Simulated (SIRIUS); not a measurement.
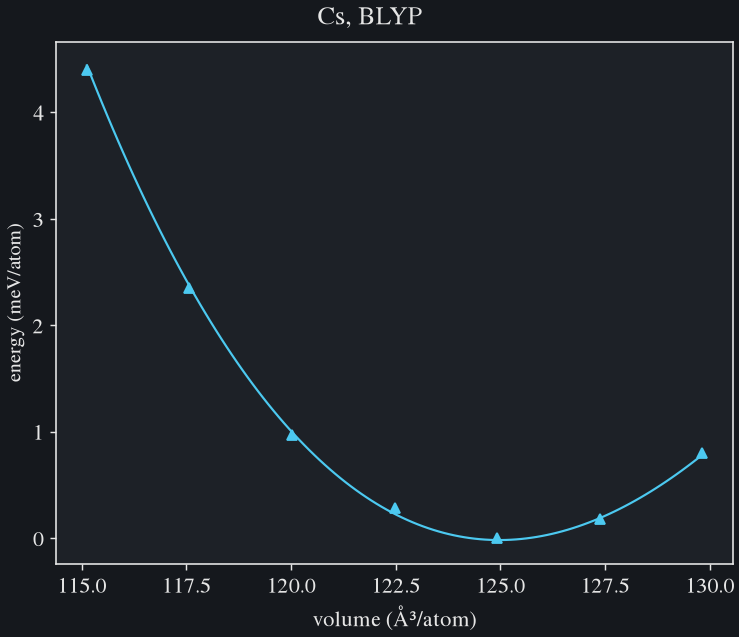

Plotted: energy against volume for Cs, space group Im-3m (No. 229).

Cell as given: a = 5.419 Å, b = 5.419 Å, c = 5.419 Å, α = 109.47°, β = 109.47°, γ = 109.47°; 1 atom.

How it was computed, with SIRIUS 7.12.0: all-electron LAPW DFT, no spin polarisation; energies at scaled volumes of the given cell, shape and fractions fixed, counted from the fit's minimum, third-order Birch-Murnaghan fit. Level: BLYP.

```tsv
setting	value
k mesh	6×6×6
occupations	Fermi–Dirac
smearing width	0.05 eV
potentials	all electron FP LAPW
program settings	basis apw+lo standard, gk cutoff 3.54 1/bohr, pw cutoff 20 1/bohr
```

### What equilibrium volume and bulk modulus follow from the curve?

A third-order Birch–Murnaghan fit gives V0 = 124.98 Å³/atom, B0 = 1.5 GPa.
